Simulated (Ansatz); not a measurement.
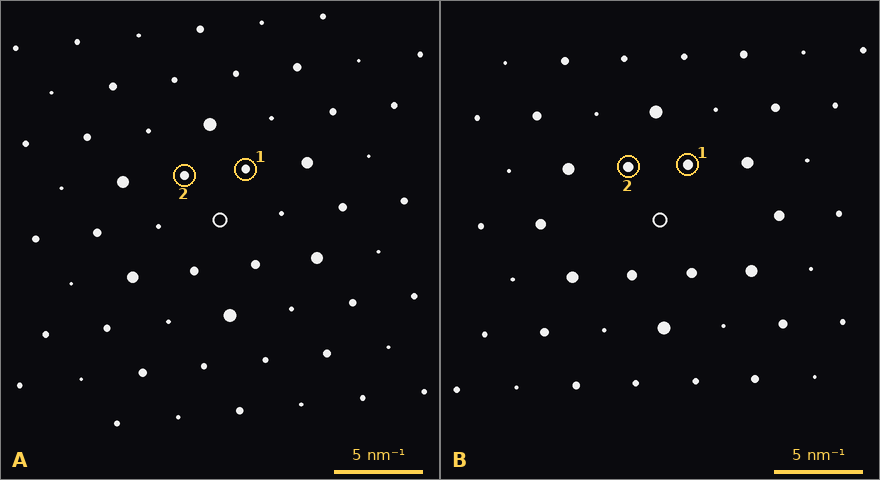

Kinematic electron diffraction patterns (200 kV, B = 0.5 Å², same scale) along [100] of the run's own cell, for the start and the end of one relaxation of MoS2 with DFT PBE, scalar-relativistic, plane waves, PAW (Ansatz). k mesh 8×8×10. The start is a generated model structure, and the relaxation ends in the nearest stationary point of its symmetry, not necessarily the ground state. Spot 1 is 0 -1 -1 and spot 2 is 0 1 -1 in both.

Start structure:

```yaml
crystal:
  lattice:
    - [5.67136, 0.00000, 0.00000]
    - [0.00000, 5.67136, 0.00000]
    - [0.00000, 0.00000, 3.65293]
  atoms:
    - { symbol: Mo, position: [0.00000, 0.00000, 0.00000] }
    - { symbol: Mo, position: [0.50000, 0.50000, 0.50000] }
    - { symbol: S, position: [0.30600, 0.30600, 0.00000] }
    - { symbol: S, position: [0.19400, 0.80600, 0.50000] }
    - { symbol: S, position: [0.69400, 0.69400, 0.00000] }
    - { symbol: S, position: [0.80600, 0.19400, 0.50000] }
```

Question: Which pattern belongs to the start structure, and which to the relaxed one?

Answer: A is the start: its cell gives d(1) = 3.071 Å, d(2) = 3.071 Å and an angle of 65.6°. B is the relaxed structure, with d(1) = 2.834 Å (-7.7 %), d(2) = 2.834 Å (-7.7 %) and 57.7°.

Question: Name reflections whose intensity changes strongly on relaxation.

Answer: 0 4 0 goes from 18 to 49 % of the strongest spot; 0 4 -2 goes from 8.9 to 20 % of the strongest spot; 0 6 0 goes from 8.2 to 4.3 % of the strongest spot.

Question: Summarise the relaxation behind the change.

Answer: The volume changed by -5.1 % to 18.59 Å³ an atom; with the mean shift removed, the atoms moved by up to 0.16 Å relative to the cell (S most); the space group stayed P4_2/mnm (No. 136); the free energy fell by 110 meV an atom. Relaxed cell: a = 5.870 Å, b = 5.870 Å, c = 3.236 Å, α = 90.00°, β = 90.00°, γ = 90.00°.
